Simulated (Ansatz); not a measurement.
## Geometry relaxation of Ta₈H (part 2 of 2)

Continued. System: Ta₈H (slab, 9 atoms in the cell). Method: DFT PBE+D3(BJ), scalar-relativistic, plane waves, PAW, no spin polarisation (Ansatz 0.2.0); cutoff 420 eV, 6×6×1 k-mesh, Gaussian smearing of 0.1 eV. The structure derives from an entry of the Crystallography Open Database. The input holds or restrains some coordinates. Forces given for the steps count only the free coordinates. It belongs to a series of runs on one base structure; here: H over the place (1/6, 2/6) of the surface cell, its height relaxed.

Geometry of the input (Å; fractional positions):
```
4.6456  0.0000  0.0000
-2.3228  4.0232  0.0000
0.0000  0.0000  25.6380
Ta 0.6667  0.3333  0.3315
Ta 0.3333  0.6667  0.3685
Ta 0.0000  0.0000  0.4055
Ta 0.6667  0.3333  0.4425
Ta 0.3333  0.6667  0.4763
Ta 0.0000  0.0000  0.5199
Ta 0.6667  0.3333  0.5523
Ta 0.3333  0.6667  0.5789
H  0.5000  1.0000  0.6374
```

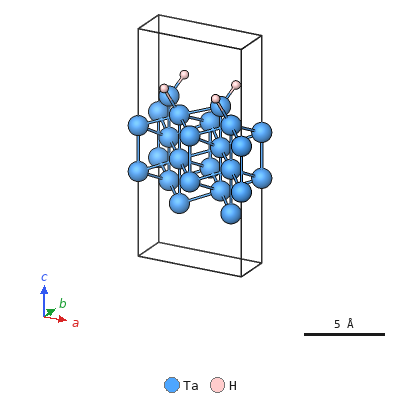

Fig. 1: The geometry at step 3 of the log (ball-and-stick view of the 2 × 1 repeat of the cell, with the vacuum cut short, seen slightly off an axis).

```
WARN: The input density's exchange-correlation potential varies sharply where the density is thin. Do not read a vacuum level from v_tot or v_xc, or from such a field of the output density. On a cell that repeats whose density bears no net charge and no dipole along the vacuum's axis use v_es (v_loc + v_h of the components); under efield.dipole_correction with no amplitude use v_es + v_field, which holds any external_charges[].barrier, or the levels of the report's work_function block, which leave it out; under a non-zero efield.amplitude the vacuum is tilted and has no level; on a cell that repeats and bears such a dipole with no correction it is tilted too, and efield.dipole_correction with no amplitude gives each side of its ramp a level where efield: is served; in a cell that repeats whose density bears a net charge (total_charge, or a fill off its count) it is curved and has none; of a slab under crystal.periodic whose density bears no net charge use v_es, which has a level on each side, short of where the two are joined; of another it falls or rises all the way out and has none; of a slab beside external_charges read slab_vacuum_level instead, which it has where they leave it neutral. The grid or the basis barely resolves most such structure, and the values can differ between equally converged runs; as a rule a tighter scf.convergence.dr2_threshold does not remove it. Where the density itself ripples (under the LDA too) a higher basis.ecutwfc lessens it. The files hold the spikes' plane waves up to the density's cutoff. Files: v_tot and the like, and their columns of v_z.tsv (output.write_potential); v_xc and the like, and their columns of v_comp_z.tsv (output.write_potential_components); where files of the output density stand in their place, no point of their own thin density is over the threshold below, and this is of outcome.potential() and, of a run that writes arrays (npy), the arrays of these names. Measured: with its Gaussian average of σ = 0.25 Å subtracted twice, the exchange-correlation potential is over 0.1 eV at 73 of the grid points where the equally averaged density (valence and model cores) is under 1e-3 e/Å³, and 0.139 eV at the most among them, at an averaged density of 1.2e-7 e/Å³. See output.write_potential in the manual, Limitations
SCF converged after 5 iterations
Free energy (F): -79470.986835 eV
Harris-Foulkes:  -79470.986835 eV  (|F-HF|=7.01e-8)
Internal energy: -79470.930243 eV  (E = F + TS)
E sigma→0 (E₀):  -79470.958539 eV
Entropy (-TS):   -0.056592 eV (-6.288 meV/atom)
Fermi energy:    3.021042 eV
Dipole field:    D = -0.040747 V/Å  (p = -0.107903 e·Å, saw-weighted, corrected)
Work function:   Φ+ = 4.4088 eV   Φ− = 3.3641 eV
Levels:          The Fermi level and band energies are counted from a zero that moves with the ramp; work functions are not
--- Per-component energies (eV) ---
  E_band       = -2468.076233
  E_kinetic    = 2934.729554
  E_local      = -117930.830690  (includes V_loc(G=0)·N_el)
  E_nonlocal   = 124.137316
  E_hartree    = 57472.703941
  E_xc         = -1750.036718
  E_vxc        = -1635.099590  (∫ρ·V_xc dr)
  E_paw        = -67173.618593  (= ΣΔE_a)
  E_vpaw       = -903.873932  (= ΣTr[D̂ρ^β])
  E_aug_tail   = 0.000016  (compensation charges beyond the density's cutoff)
  E_efield     = 0.002198  (sawtooth field / dipole correction)
  E_vefield    = -2.571407  (∫n·V_field dr)
  E_ewald      = 46855.591061
  E_disp       = -3.608329  (pairwise vdW)
  E_smearing   = -0.056592  (= −TS)
  E_closure    = 0.000000  (closes the sum)
  Σ components = -79470.986835   (vs F -79470.986835, Δ=0.00e0)
--- Forces (eV/Å), atoms counted from 1 ---
  atom   1  Ta     0.00000000    -0.03221892     1.81210699
  atom   2  Ta     0.00000000     0.00354811    -0.14184447
  atom   3  Ta     0.00000000     0.15327084    -1.20325733
  atom   4  Ta     0.00000000    -0.05650061    -0.76798925
  atom   5  Ta     0.00000000     0.05150297    -0.14704627
  atom   6  Ta     0.00000000    -0.34673578    -0.47363208
  atom   7  Ta     0.00000000    -0.98395683     1.11524952
  atom   8  Ta     0.00000000    -0.31012289    -0.19989161
  atom   9  H      0.00000000     1.52121240     0.00630009
  max |Σ_I F_I| component: 4.40e-6 eV/Å
--- Band table (eV; the first three rows and the last of 13) ---
  k-point 0: bands = ["-64.8366", "-64.4132", "-64.3301", "-64.2843", "-64.0023", "-63.9961", "-63.9046", "-63.8139", "-31.5415", "-31.3337", "-31.3261", "-31.3078", "-31.1484", "-31.1409", "-31.0413", "-31.0398", "-31.0067", "-31.0064", "-30.9968", "-30.8098", "-30.7361", "-30.7033", "-30.6985", "-30.6791", "-30.3803", "-30.3746", "-30.2792", "-30.2330", "-30.2307", "-30.1184", "-30.0768", "-30.0716", "-4.4252", "-2.9274", "-1.1732", "-0.5358", "-0.5291", "0.1921", "0.6726", "0.9049", "1.0775", "1.3069", "1.4407", "1.4470", "1.7035", "1.7255", "1.7798", "2.0997", "2.1464", "2.4164", "2.4285", "2.8158", "2.8263", "3.0544", "3.3280", "3.3930", "3.7507", "4.3602", "5.0853", "5.4085", "5.4167", "5.6592", "6.2701"]
  k-point 1: bands = ["-64.8362", "-64.4104", "-64.3282", "-64.2836", "-64.0039", "-63.9994", "-63.9006", "-63.8194", "-31.5502", "-31.3500", "-31.3464", "-31.3251", "-31.2422", "-31.1849", "-31.0507", "-31.0487", "-31.0167", "-30.9226", "-30.9189", "-30.7939", "-30.7325", "-30.6944", "-30.6623", "-30.5914", "-30.3936", "-30.3643", "-30.2946", "-30.2547", "-30.2309", "-30.1409", "-30.0979", "-30.0700", "-4.0253", "-2.6266", "-1.1654", "-0.4426", "-0.3079", "-0.0565", "0.3223", "0.7603", "0.8343", "0.9898", "1.3628", "1.4150", "1.7731", "1.8071", "1.9408", "2.0812", "2.1769", "2.6419", "2.6654", "2.9428", "2.9437", "3.2060", "3.4299", "3.6656", "3.9899", "4.3997", "5.0727", "5.2218", "5.2969", "5.3566", "6.1631"]
  k-point 2: bands = ["-64.8353", "-64.4047", "-64.3242", "-64.2818", "-64.0073", "-64.0061", "-63.8899", "-63.8331", "-31.5702", "-31.3998", "-31.3937", "-31.3367", "-31.3262", "-31.1474", "-31.0956", "-31.0722", "-30.9918", "-30.9220", "-30.8399", "-30.7380", "-30.6898", "-30.6563", "-30.5922", "-30.5024", "-30.4249", "-30.3883", "-30.3415", "-30.2777", "-30.2338", "-30.1795", "-30.0840", "-30.0670", "-2.9397", "-1.8610", "-1.2625", "-0.5990", "-0.3447", "-0.1157", "0.2696", "0.3155", "0.6311", "1.2568", "1.2824", "1.4071", "1.5483", "1.8617", "1.8758", "2.0553", "2.1058", "2.5793", "2.8054", "2.9718", "3.1966", "3.3641", "3.5829", "3.8237", "4.1569", "4.4936", "4.7747", "4.9789", "5.0763", "5.3673", "5.5338"]
  k-point 12: bands = ["-64.8348", "-64.4021", "-64.3222", "-64.2806", "-64.0101", "-64.0085", "-63.8819", "-63.8427", "-31.5820", "-31.4263", "-31.4006", "-31.3138", "-31.2983", "-31.1782", "-31.1068", "-31.0653", "-30.9976", "-30.9784", "-30.8452", "-30.7316", "-30.7034", "-30.6180", "-30.5520", "-30.4819", "-30.4222", "-30.3782", "-30.3360", "-30.2810", "-30.2487", "-30.1617", "-30.0908", "-30.0687", "-2.2483", "-1.4896", "-0.9523", "-0.8610", "-0.7314", "-0.1806", "0.2324", "0.4193", "0.8596", "0.9491", "1.4034", "1.6143", "1.7456", "1.9363", "2.0579", "2.1907", "2.3265", "2.4450", "2.6365", "2.8094", "2.9237", "3.2464", "3.5251", "3.6092", "3.8041", "4.1368", "4.4163", "4.7162", "5.0106", "5.1545", "5.7855"]
--- Relaxed structure (4 steps of the walk, 4 accepted, 0 SCFs on fresh bases) ---
  F+E_penalty+E_count = -79470.98683526 eV   max|allowed force component| = 6.300e-3 eV/Å
  atoms:
    - { symbol: Ta, position: [0.66666666665, 0.3333333333, 0.33153941899999995] }
    - { symbol: Ta, position: [0.33333333335, 0.6666666667, 0.36852683149999993] }
    - { symbol: Ta, position: [0.0, 0.0, 0.40551424379999995] }
    - { symbol: Ta, position: [0.66666666665, 0.3333333333, 0.44250165619999987] }
    - { symbol: Ta, position: [0.33333333335, 0.6666666667, 0.4762660037999999] }
    - { symbol: Ta, position: [0.0, 0.0, 0.5198566659999999] }
    - { symbol: Ta, position: [0.66666666665, 0.3333333333, 0.5522688406999999] }
    - { symbol: Ta, position: [0.33333333335, 0.6666666667, 0.5789370639999999] }
    - { symbol: H, position: [0.5, 1.0, 0.6256177273628147] }
```

Trajectory as extended XYZ (Å, eV, eV/Å), 4 frames, from step=1 to step=4
```
9
Lattice="4.6456 0.0000 0.0000 -2.3228 4.0232 0.0000 0.0000 0.0000 25.6380" Properties=species:S:1:pos:R:3:forces:R:3 step=1 energy=-79470.79801
Ta    2.3228    1.3411    8.5000    0.0000  -0.0427   1.8345
Ta    0.0000    2.6821    9.4483    0.0000   0.0048  -0.1423
Ta    0.0000    0.0000   10.3966    0.0000   0.1415  -1.2150
Ta    2.3228    1.3411   11.3448    0.0000  -0.0314  -0.7776
Ta    0.0000    2.6821   12.2105    0.0000   0.0316  -0.1545
Ta    0.0000    0.0000   13.3281    0.0000  -0.3386  -0.4288
Ta    2.3228    1.3411   14.1591    0.0000  -0.8594   1.0628
Ta    0.0000    2.6821   14.8428    0.0000   0.8028   0.9606
H     0.0000    4.0232   16.3428    0.0000   0.2918  -1.1415
9
Lattice="4.6456 0.0000 0.0000 -2.3228 4.0232 0.0000 0.0000 0.0000 25.6380" Properties=species:S:1:pos:R:3:forces:R:3 step=2 energy=-79470.96063
Ta    2.3228    1.3411    8.5000    0.0000  -0.0373   1.8208
Ta    0.0000    2.6821    9.4483    0.0000   0.0047  -0.1428
Ta    0.0000    0.0000   10.3966    0.0000   0.1496  -1.2095
Ta    2.3228    1.3411   11.3448    0.0000  -0.0486  -0.7721
Ta    0.0000    2.6821   12.2105    0.0000   0.0453  -0.1515
Ta    0.0000    0.0000   13.3281    0.0000  -0.3529  -0.4550
Ta    2.3228    1.3411   14.1591    0.0000  -0.9487   1.1157
Ta    0.0000    2.6821   14.8428    0.0000   0.2253   0.2736
H     0.0000    4.0232   16.1478    0.0000   0.9627  -0.4793
9
Lattice="4.6456 0.0000 0.0000 -2.3228 4.0232 0.0000 0.0000 0.0000 25.6380" Properties=species:S:1:pos:R:3:forces:R:3 step=3 energy=-79470.98640
Ta    2.3228    1.3411    8.5000    0.0000  -0.0318   1.8112
Ta    0.0000    2.6821    9.4483    0.0000   0.0036  -0.1416
Ta    0.0000    0.0000   10.3966    0.0000   0.1537  -1.2022
Ta    2.3228    1.3411   11.3448    0.0000  -0.0580  -0.7672
Ta    0.0000    2.6821   12.2105    0.0000   0.0531  -0.1455
Ta    0.0000    0.0000   13.3281    0.0000  -0.3453  -0.4756
Ta    2.3228    1.3411   14.1591    0.0000  -0.9884   1.1131
Ta    0.0000    2.6821   14.8428    0.0000  -0.3805  -0.2567
H     0.0000    4.0232   16.0274    0.0000   1.5936   0.0644
9
Lattice="4.6456 0.0000 0.0000 -2.3228 4.0232 0.0000 0.0000 0.0000 25.6380" Properties=species:S:1:pos:R:3:forces:R:3 step=4 energy=-79470.98684
Ta    2.3228    1.3411    8.5000    0.0000  -0.0322   1.8121
Ta    0.0000    2.6821    9.4483    0.0000   0.0035  -0.1418
Ta    0.0000    0.0000   10.3966    0.0000   0.1533  -1.2033
Ta    2.3228    1.3411   11.3448    0.0000  -0.0565  -0.7680
Ta    0.0000    2.6821   12.2105    0.0000   0.0515  -0.1470
Ta    0.0000    0.0000   13.3281    0.0000  -0.3467  -0.4736
Ta    2.3228    1.3411   14.1591    0.0000  -0.9840   1.1153
Ta    0.0000    2.6821   14.8428    0.0000  -0.3101  -0.1999
H     0.0000    4.0232   16.0396    0.0000   1.5212   0.0063
```

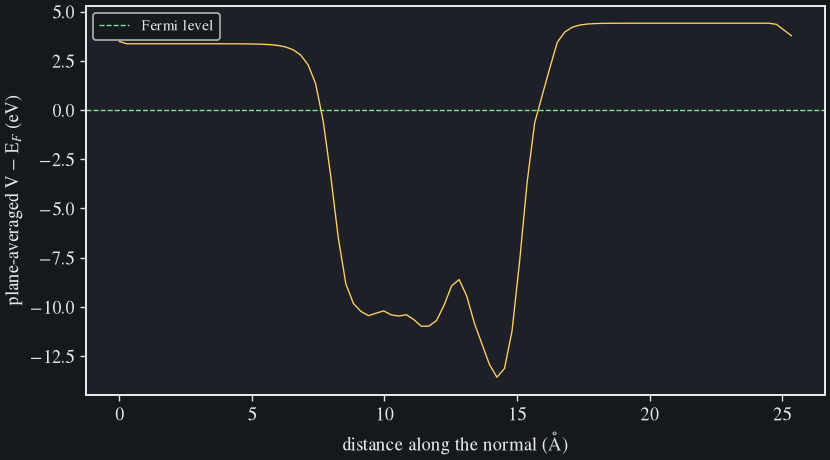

Fig. 2: Plane average of the electrostatic potential energy of an electron across the cell, from the Fermi level. The vacuum level lies 4.41 eV above the Fermi level on the upper side and 3.36 eV on the lower.

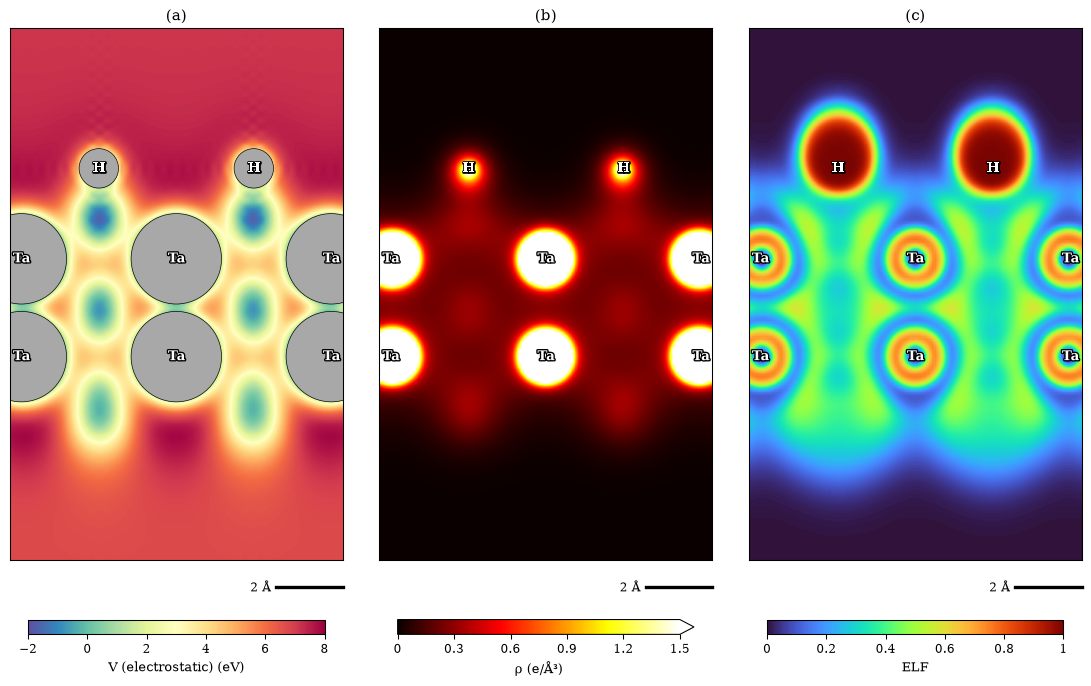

Fig. 3: (a) electrostatic potential energy of an electron; (b) valence electron density; (c) ELF on the (010) plane of the calculation cell, a cut from vacuum to vacuum. Grey discs, where drawn, cover atomic cores. Ta–Ta (2.93 Å): the density is about 0.28 e/Å³ at the midpoint; the ELF is about 0.30 at the midpoint; no shared electron pair. The density dies away to nearly zero in the vacuum. The strong features right at Ta lie inside the PAW spheres (semicore, d or f shells) and say nothing about bonding. In a PAW calculation such maps are meaningful between the atoms, not at the nuclei.

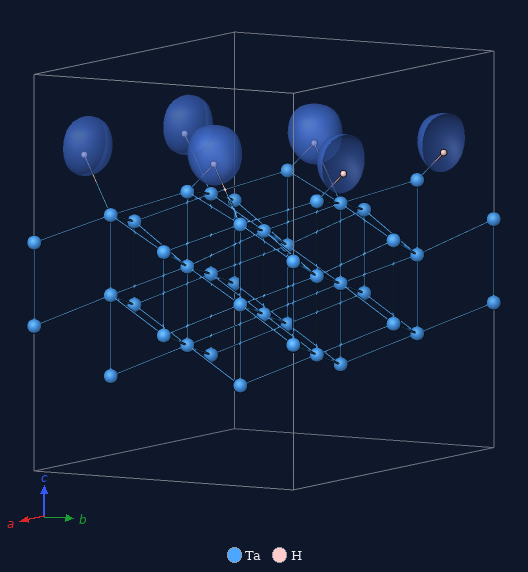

Fig. 4: Isosurface of the electron localisation function at 0.75 (blue), seen at an oblique angle. Core shells and regions of very low density are left out. Sticks mark near contacts. Values along the shortest contacts: Ta–H (1.80 Å): the ELF climbs to about 1 towards the hydrogen, as it does in any bond to H. Ta–Ta (2.63 Å): the ELF is about 0.35 at the midpoint; no shared electron pair.

Summary

| quantity | value |
| --- | --- |
| outcome | converged under the restraints of the input |
| electrons treated | 105 |
| free energy | −79470.9868 eV |
| work function, top face | 4.41 eV |
| work function, bottom face | 3.36 eV |
| Fermi energy | 3.021 eV |
| gap on the k-point mesh | none (metallic) |
| final volume | 479.18 Å³ |
| work function (upper face) | 4.41 eV |
| largest force (length of the vector) at the end, held atoms and coordinates included | 1.812 eV/Å |
| hardware | 2 threads of Intel Xeon @ 2.50GHz (Skylake/Cascade Lake), 96 GiB of memory available, shared host |
| wall time | 82 s (CPU time 2.6 min) |
| peak memory | 0.94 GiB |

The program warns: the exchange-correlation potential is rough where the density is thin. Spin–orbit coupling is left out, which matters for Ta.
